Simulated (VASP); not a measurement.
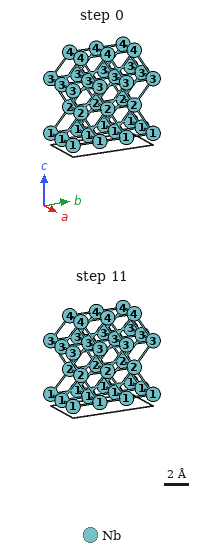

The structure of a slab of composition Nb before (top) and after (bottom) a relaxation, at one scale.

Style: ball-and-stick. Shown: the 2 × 3 repeat of the cell, outlined in the plane, without the vacuum, slightly off an axis.

The run lets the atoms move in a fixed cell. 1 atoms are held fixed.

The calculation used Kohn-Sham DFT of a periodic cell, PBE, VASP PAW PBE potentials, recommended in VASP.

The input:
```
ALGO = Normal ; DIPOL = 0.5 0.5 0.500
EDIFF = 1E-6 ; EDIFFG = -0.02
ENCUT = 520 ; GGA = PE
IBRION = 2 ; IDIPOL = 3
ISIF = 2 ; ISMEAR = 1
LASPH = T ; LCHARG = F
LDIPOL = T ; LREAL = F
LWAVE = F ; NELM = 120
NSW = 90 ; PREC = Accurate
SIGMA = 0.1
```

Launched with:
```bash
cat potpaw_PBE.64/Nb_sv/POTCAR > POTCAR
mpirun -np 1 vasp_std > vasp.out
```

Question: Summarise the run.

Answer: After 11 geometry steps the energy has fallen by 49.4 meV per cell of the calculation. The largest force component goes from 0.4 to 0.0052 eV/Å. The atom that moves furthest is Nb4 (0.21 Å along the normal (−c)). The lattice vectors keep their values. Near-neighbour distances that change, for instance: Nb1–Nb2 2.866 → 2.773 Å, Nb1–Nb2 (another image) 3.309 → 3.229 Å, Nb2–Nb3 2.866 → 2.881 Å. Among the angles between lasting bonds that change: Nb2–Nb1–Nb2 70.5° → 73.2°.
